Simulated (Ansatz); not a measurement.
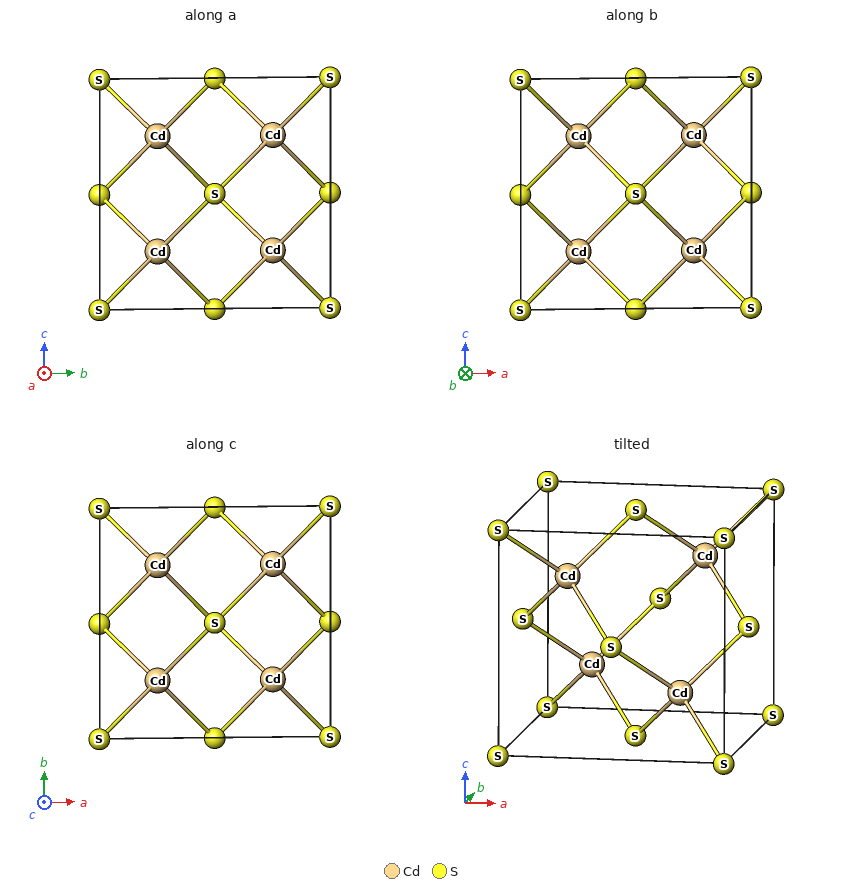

A ball-and-stick rendering, viewed along the a axis, along the b axis, along the c axis and slightly off an axis. Thin lines show the drawn cell (a repeat of the simulation cell), with boundary atoms drawn in all their periodic places.

Lattice parameters: a = 5.9088 Å, b = 5.9088 Å, c = 5.9088 Å, α = 89.413°, β = 89.413°, γ = 89.413°.

### Record the structure as a CIF in P1 with every atom of the cell, with free fractional coordinates to two decimals.

```cif
data_structure
_symmetry_space_group_name_H-M 'P 1'
_symmetry_Int_Tables_number 1
_cell_length_a 5.9088
_cell_length_b 5.9088
_cell_length_c 5.9088
_cell_angle_alpha 89.413
_cell_angle_beta 89.413
_cell_angle_gamma 89.413
_cell_volume 206.26
loop_
_atom_site_label
_atom_site_type_symbol
_atom_site_fract_x
_atom_site_fract_y
_atom_site_fract_z
_atom_site_occupancy
Cd1 Cd 0.75 0.25 0.25 1
S1 S 0.00 0.50 0.50 1
Cd2 Cd 0.25 0.75 0.25 1
S2 S 0.50 0.00 0.50 1
Cd3 Cd 0.25 0.25 0.75 1
S3 S 0.50 0.50 0.00 1
Cd4 Cd 0.75 0.75 0.75 1
S4 S 0.00 0.00 0.00 1
```

It goes back to a structure type filled with these elements by a generator (whether the compound takes this form wasn't checked). The cell was then strained or its atoms displaced on purpose. Ansatz was used for an electronic-structure calculation on it.
